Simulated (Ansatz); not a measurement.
Hf16O31: single-point calculation (part 2 of 2)

The same run, continued: Hf16O31 (defect cell, 47 atoms in the cell); DFT PBE, scalar-relativistic, plane waves, PAW, spin-polarised (Ansatz 0.2.0); cutoff 420 eV, 2×2×2 k-mesh, Gaussian smearing of 0.05 eV, collinear spins. The structure derives from a Materials Project entry.

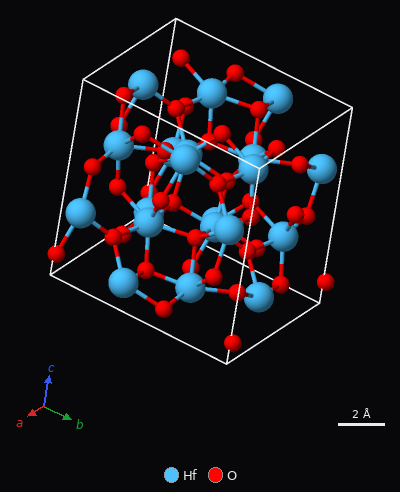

*The structure as given in the input (ball-and-stick view of the cell of the calculation, seen at an oblique angle). An atom can appear more than once, as a periodic image.*

**The program's output, continued**
```
  k-point 0 ↑: bands = ["-45.2843", "-45.2556", "-45.2514", "-45.2508", "-45.2489", "-45.2470", "-45.2340", "-45.2309", "-45.2237", "-45.2159", ... 108 levels left out ..., "4.8881", "4.8889", "4.8901", "4.8908", "4.8917", "4.8930", "4.8948", "4.8949", "4.8958", "4.8969", "4.8979", "4.8988", "4.9006", "4.9009", "4.9015", "4.9043", "4.9044", "4.9053", "4.9060", "4.9080", "4.9091", "4.9109", "4.9116", "4.9124", "4.9127", "4.9137", "4.9148", "4.9164", "4.9173",
      "4.9180", "4.9189", "4.9204", "4.9215", "4.9219", "4.9225", "4.9238", "4.9257", "4.9272", "4.9281", "4.9284", "4.9301", "4.9309", "4.9314", "4.9329", "4.9339", "4.9357", "4.9365", "4.9376", "4.9390", "4.9396", "4.9412", "4.9418", "4.9440", "4.9461", "4.9466", "4.9485", "4.9498", "4.9511", "4.9518", "4.9533", "4.9567", "4.9584", "4.9626", "4.9630", "4.9665", "4.9684", "4.9699", "4.9735", "4.9750",
      "4.9774", "4.9821", "4.9837", "4.9868", "4.9928", "5.0205", "5.0303", "5.0360", "5.0411", "5.0552", "5.0575", "5.0604", "5.0653", "5.0663", "5.0726", "5.0753", "5.0763", "5.0869", "5.0884", "5.1121", "9.5280", "9.6239", "9.7240", "10.1378", "10.1662", "10.1923", "10.2283", "10.4260", "10.5018", "10.5488", "10.5594", "10.6486", "10.6643", "10.6786", "10.6885", "10.6970", "10.7690", "10.8489", "10.9090", "11.0304",
      "11.0986", "11.1819", "11.2991", "11.3355", "11.3487", "11.3500", "11.3812", "11.4921", "11.6912", "11.7817", "11.8082", "11.8218", "11.8338", "11.8438", "11.8639", "11.9035", "11.9543", "11.9564", "11.9936", "12.0063", "12.1399", "12.2526", "12.3478", "12.3778", "12.3902", "12.4675", "12.5157", "12.5789", "12.6574", "12.7937", "12.8310", "12.8392", "12.8466", "12.8962", "12.9567", "12.9867", "13.0242", "13.0355", "13.0996", "13.1825",
      "13.3803", "13.4744", "13.4917", "13.5077", "13.5451", "13.5886", "13.5961", "13.6210", "13.6722", "13.6934", "13.7003", "13.7114", "13.7682", "13.8665", "13.9121", "14.0152", "14.0340", "14.0766", "14.1083", "14.1679", "14.3111", "14.3216", "14.3809", "14.3938", "14.4309", "14.4663", "14.5315", "14.5662", "14.6257", "14.6846", "14.8574", "14.9546", "15.0214", "17.6895", "19.3569", "19.5990", "19.7091", "19.8038", "19.8692", "19.9835",
      "20.0831", "20.1068", "20.1899", "20.2976", "20.3186", "20.3472", "20.3707", "20.4204", "20.4328", "20.5760", "20.6424"]
  k-point 1 ↑: bands = ["-45.2843", "-45.2553", "-45.2518", "-45.2507", "-45.2490", "-45.2470", "-45.2343", "-45.2310", "-45.2234", "-45.2161", ... 108 levels left out ..., "4.8875", "4.8890", "4.8907", "4.8911", "4.8919", "4.8934", "4.8941", "4.8943", "4.8955", "4.8962", "4.8989", "4.8996", "4.9006", "4.9010", "4.9017", "4.9020", "4.9043", "4.9059", "4.9078", "4.9091", "4.9101", "4.9109", "4.9114", "4.9132", "4.9137", "4.9139", "4.9146", "4.9158", "4.9174",
      "4.9184", "4.9192", "4.9198", "4.9211", "4.9224", "4.9233", "4.9241", "4.9253", "4.9270", "4.9273", "4.9285", "4.9301", "4.9304", "4.9319", "4.9334", "4.9341", "4.9362", "4.9367", "4.9382", "4.9401", "4.9412", "4.9420", "4.9437", "4.9446", "4.9458", "4.9463", "4.9475", "4.9494", "4.9510", "4.9516", "4.9534", "4.9580", "4.9581", "4.9613", "4.9635", "4.9672", "4.9702", "4.9709", "4.9732", "4.9751",
      "4.9772", "4.9787", "4.9799", "4.9884", "5.0061", "5.0108", "5.0304", "5.0348", "5.0410", "5.0538", "5.0597", "5.0604", "5.0653", "5.0673", "5.0704", "5.0749", "5.0767", "5.0867", "5.0887", "5.1070", "9.7091", "9.7437", "10.0710", "10.1009", "10.2530", "10.2939", "10.3052", "10.3381", "10.3400", "10.3450", "10.3930", "10.4256", "10.6390", "10.6466", "10.6879", "10.7329", "10.7636", "10.8541", "10.9763", "11.0219",
      "11.0419", "11.0508", "11.0638", "11.1822", "11.3878", "11.4201", "11.4875", "11.5081", "11.5450", "11.5588", "11.6268", "11.6484", "11.7761", "11.8000", "11.8268", "11.8457", "11.9153", "12.0001", "12.0456", "12.1164", "12.2251", "12.2415", "12.2952", "12.4096", "12.4955", "12.5764", "12.6264", "12.6674", "12.7782", "12.8027", "12.8038", "12.8426", "12.8589", "12.9701", "13.0356", "13.1038", "13.1509", "13.1659", "13.2159", "13.2201",
      "13.2458", "13.3256", "13.3494", "13.3800", "13.4087", "13.4475", "13.5142", "13.5378", "13.6082", "13.7421", "13.7861", "13.8058", "13.8174", "13.8624", "13.9035", "14.0046", "14.2068", "14.3029", "14.3286", "14.3460", "14.3806", "14.4082", "14.4481", "14.4822", "14.5294", "14.5722", "14.5857", "14.5987", "14.6104", "14.6176", "14.6465", "14.7741", "14.8144", "17.7470", "19.2918", "19.6211", "19.7486", "19.8042", "19.8645", "19.9447",
      "20.0146", "20.1713", "20.2134", "20.2471", "20.3465", "20.3702", "20.4000", "20.4552", "20.4998", "20.5527", "20.6883"]
  k-point 2 ↑: bands = ["-45.2843", "-45.2541", "-45.2525", "-45.2514", "-45.2489", "-45.2471", "-45.2342", "-45.2308", "-45.2236", "-45.2159", ... 108 levels left out ..., "4.8878", "4.8894", "4.8911", "4.8922", "4.8925", "4.8928", "4.8942", "4.8947", "4.8962", "4.8973", "4.8978", "4.8996", "4.9001", "4.9023", "4.9029", "4.9049", "4.9050", "4.9055", "4.9072", "4.9078", "4.9090", "4.9098", "4.9114", "4.9128", "4.9133", "4.9147", "4.9157", "4.9158", "4.9162",
      "4.9179", "4.9188", "4.9200", "4.9214", "4.9223", "4.9232", "4.9242", "4.9258", "4.9266", "4.9276", "4.9293", "4.9307", "4.9314", "4.9323", "4.9334", "4.9350", "4.9369", "4.9374", "4.9382", "4.9390", "4.9394", "4.9403", "4.9427", "4.9440", "4.9441", "4.9466", "4.9479", "4.9497", "4.9512", "4.9528", "4.9561", "4.9566", "4.9589", "4.9602", "4.9629", "4.9668", "4.9692", "4.9706", "4.9736", "4.9748",
      "4.9757", "4.9823", "4.9845", "4.9885", "5.0026", "5.0078", "5.0303", "5.0349", "5.0419", "5.0539", "5.0589", "5.0608", "5.0651", "5.0680", "5.0726", "5.0753", "5.0755", "5.0866", "5.0886", "5.1049", "9.9553", "9.9711", "10.0405", "10.0895", "10.1374", "10.1581", "10.2096", "10.2140", "10.2556", "10.2738", "10.5881", "10.6143", "10.6478", "10.6677", "10.7506", "10.7671", "10.7890", "10.7945", "10.8399", "10.9215",
      "11.0244", "11.0245", "11.1521", "11.2175", "11.3202", "11.3511", "11.3592", "11.3882", "11.4616", "11.4885", "11.5156", "11.6086", "11.7321", "11.7566", "11.7676", "11.8426", "11.9286", "11.9952", "12.1240", "12.1371", "12.1889", "12.2514", "12.4258", "12.4461", "12.4814", "12.5259", "12.5592", "12.7319", "12.7969", "12.8829", "12.9372", "12.9417", "12.9627", "12.9743", "13.0810", "13.1491", "13.1962", "13.2180", "13.2654", "13.3068",
      "13.3401", "13.5085", "13.5387", "13.5510", "13.5587", "13.6267", "13.6409", "13.6550", "13.6705", "13.6832", "13.7157", "13.7269", "13.7910", "13.8053", "13.8488", "13.8789", "14.0124", "14.0754", "14.0865", "14.1130", "14.2804", "14.3328", "14.3674", "14.4007", "14.4532", "14.5428", "14.5661", "14.6281", "14.6817", "14.7102", "14.7234", "14.7729", "14.7781", "17.7353", "19.3551", "19.5901", "19.6770", "19.7767", "19.8996", "19.9645",
      "20.0257", "20.0876", "20.1964", "20.3098", "20.4315", "20.4467", "20.4860", "20.5123", "20.5534", "20.5773", "20.6259"]
  k-point 7 ↓: bands = ["-45.2843", "-45.2535", "-45.2526", "-45.2515", "-45.2495", "-45.2469", "-45.2346", "-45.2307", "-45.2234", "-45.2161", ... 108 levels left out ..., "4.8879", "4.8896", "4.8908", "4.8916", "4.8929", "4.8930", "4.8936", "4.8951", "4.8956", "4.8963", "4.8976", "4.8987", "4.9004", "4.9030", "4.9036", "4.9050", "4.9059", "4.9067", "4.9074", "4.9087", "4.9102", "4.9108", "4.9115", "4.9121", "4.9142", "4.9147", "4.9152", "4.9167", "4.9172",
      "4.9178", "4.9192", "4.9195", "4.9203", "4.9227", "4.9240", "4.9252", "4.9256", "4.9266", "4.9272", "4.9283", "4.9307", "4.9310", "4.9321", "4.9330", "4.9347", "4.9351", "4.9363", "4.9375", "4.9388", "4.9411", "4.9418", "4.9449", "4.9451", "4.9454", "4.9473", "4.9484", "4.9500", "4.9522", "4.9547", "4.9554", "4.9570", "4.9579", "4.9620", "4.9647", "4.9651", "4.9667", "4.9700", "4.9750", "4.9767",
      "4.9794", "4.9820", "4.9858", "4.9885", "5.0001", "5.0030", "5.0297", "5.0352", "5.0419", "5.0535", "5.0581", "5.0598", "5.0653", "5.0680", "5.0724", "5.0745", "5.0761", "5.0862", "5.0890", "5.1031", "9.7396", "9.8692", "9.9528", "9.9632", "10.0178", "10.0992", "10.4937", "10.5220", "10.5537", "10.6288", "10.6691", "10.6852", "10.6989", "10.7340", "10.7630", "10.7783", "10.8104", "10.8357", "11.0044", "11.0136",
      "11.0624", "11.0636", "11.1413", "11.1605", "11.1751", "11.1832", "11.2016", "11.2741", "11.3251", "11.4175", "11.4680", "11.4894", "11.5081", "11.5971", "11.6238", "11.7173", "11.9839", "12.1167", "12.1308", "12.1644", "12.2188", "12.2888", "12.4749", "12.5132", "12.5376", "12.5410", "12.5609", "12.5939", "12.6222", "12.7012", "12.7584", "12.8620", "12.9452", "12.9631", "12.9719", "13.0208", "13.0626", "13.1474", "13.1723", "13.2359",
      "13.2812", "13.3901", "13.4310", "13.4661", "13.5098", "13.5324", "13.5712", "13.5804", "13.6026", "13.6079", "13.6214", "13.9114", "13.9839", "14.0573", "14.1246", "14.1503", "14.2143", "14.2604", "14.2749", "14.2828", "14.2996", "14.3184", "14.3694", "14.3991", "14.5278", "14.6314", "14.6704", "14.6886", "14.7346", "14.7479", "14.7966", "14.8600", "14.9338", "17.7580", "19.4295", "19.6473", "19.7012", "19.7691", "19.8220", "19.8547",
      "19.9145", "20.0119", "20.0503", "20.1672", "20.2224", "20.3514", "20.4463", "20.5511", "20.6319", "20.7213", "20.7590"]
--- Löwdin populations: 47 sites ---
  site symbol       q [e]    m [muB]
     0     Hf     24.7593    -0.0000
     1     Hf     24.5871     0.0000
     2     Hf     24.5816     0.0000
     3     Hf     24.5826    -0.0000
     4     Hf     24.6266    -0.0000
     5     Hf     24.7806     0.0000
     6     Hf     24.5839    -0.0000
     7     Hf     24.5825    -0.0000
     8     Hf     24.7580    -0.0000
     9     Hf     24.5873    -0.0000
    10     Hf     24.5912    -0.0000
    11     Hf     24.5843     0.0000
    12     Hf     24.5797    -0.0000
    13     Hf     24.5826    -0.0000
    14     Hf     24.6197     0.0000
    15     Hf     24.5842    -0.0000
    16      O      6.6701    -0.0000
    17      O      6.6676    -0.0000
    18      O      6.6690     0.0000
    19      O      6.6507    -0.0000
    20      O      6.6522    -0.0000
    21      O      6.6655     0.0000
    22      O      6.6676     0.0000
    23      O      6.6634    -0.0000
    24      O      6.6613    -0.0000
    25      O      6.6650    -0.0000
    26      O      6.6569    -0.0000
    27      O      6.6648     0.0000
    28      O      6.6658    -0.0000
    29      O      6.6589    -0.0000
    30      O      6.6643     0.0000
    31      O      6.6549    -0.0000
    32      O      6.6603     0.0000
    33      O      6.6611    -0.0000
    34      O      6.6609    -0.0000
    35      O      6.6510     0.0000
    36      O      6.6621     0.0000
    37      O      6.6530     0.0000
    38      O      6.6597     0.0000
    39      O      6.6653     0.0000
    40      O      6.6565     0.0000
    41      O      6.6531     0.0000
    42      O      6.6663    -0.0000
    43      O      6.6549    -0.0000
    44      O      6.6562    -0.0000
    45      O      6.6674    -0.0000
    46      O      6.6638    -0.0000
  spilling = 0.002557 (of n_electrons = 602.000000)
--- Band densities, each state counted as filled ---
  window                                       electrons  max residual (eV)  cut levels
  e_range: [-1.33, -0.72]            1.000000 + 1.000000             2.6e-6           0
  e_range: [0.72, 1.33]              4.750000 + 4.750000             1.4e-6           0
  e_range: [-0.9, -0.7]              1.000000 + 1.000000             2.6e-6           0
```

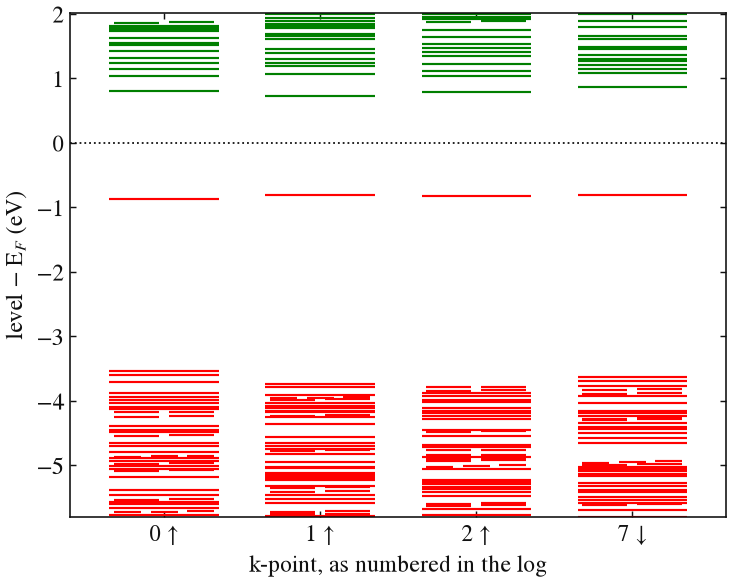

*Kohn–Sham levels near the Fermi level (dotted) at the few k-points that the log prints; levels within 0.02 eV of each other stand side by side.*

Among these points the highest filled and lowest empty levels are 1.53 eV apart; the gap on the full mesh, 1.46 eV, has an edge at a point that isn't printed.

**Key numbers**

| quantity | value |
| --- | --- |
| outcome | converged |
| electrons treated | 602 |
| free energy | −269213.8700 eV |
| Fermi energy | 18.561 eV |
| gap on the k-point mesh | 1.46 eV |
| net moment of the cell | 0.00 μB |
| integrated absolute moment | 0.00 μB |
| largest force (length of the vector) | 0.028 eV/Å |
| wall time | 20 min (CPU time 78 min) |
| peak memory | 5.3 GiB |

**Remarks**

Spin–orbit coupling is left out, which matters for Hf.
